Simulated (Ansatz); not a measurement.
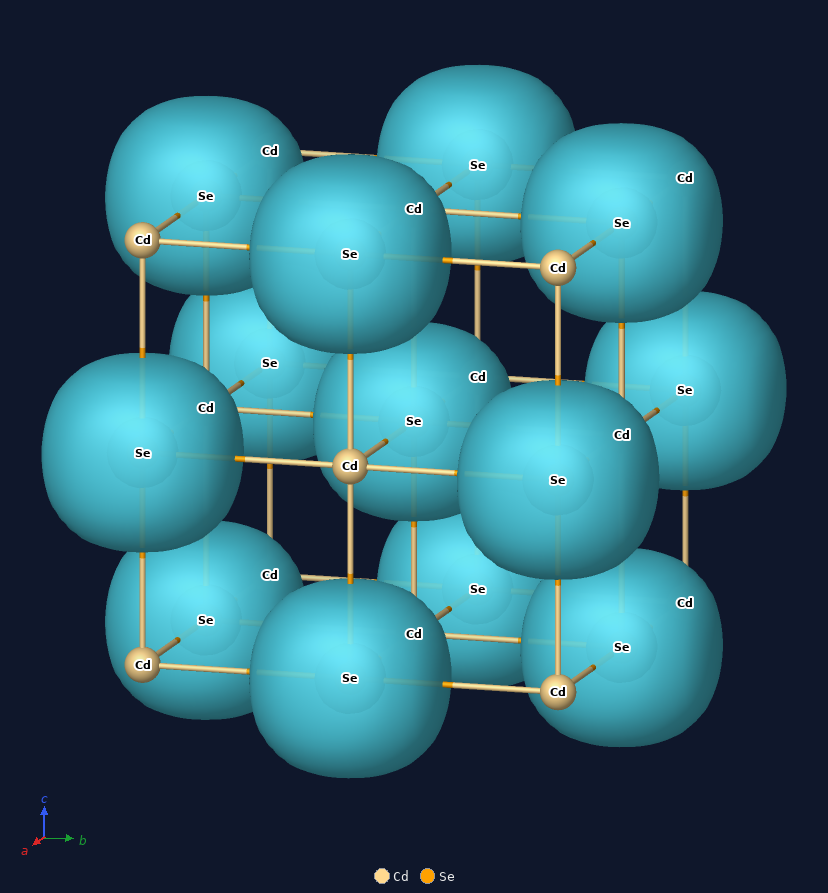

Figure 1: CdSe. Isosurface of the ELF at 0.55 (cyan), seen slightly off an axis. Core shells and regions of very low density are left out. Sticks mark near contacts.

Space group Fm-3m; a structure from a database of computed crystals, not necessarily the ambient phase.

Method: Kohn-Sham DFT of a periodic cell, PBE, Ansatz PAW in Ansatz 0.2.0.

In a PAW calculation such maps are meaningful between the atoms, not at the nuclei.

Identify the bonds, lone pairs and shells in this picture.

At this value the surface marks out four regions wrapped around Se (the valence shell of each), counted in one cell of 8 atoms. Regions shared between cells count once. Profiles from the grid: Cd–Se (2.89 Å): the ELF is about 0.30 at the midpoint and 0.15 at its lowest between the atoms.

Metal or insulator at this level of theory?

It is metallic or semimetallic at this level of theory: no gap opens.
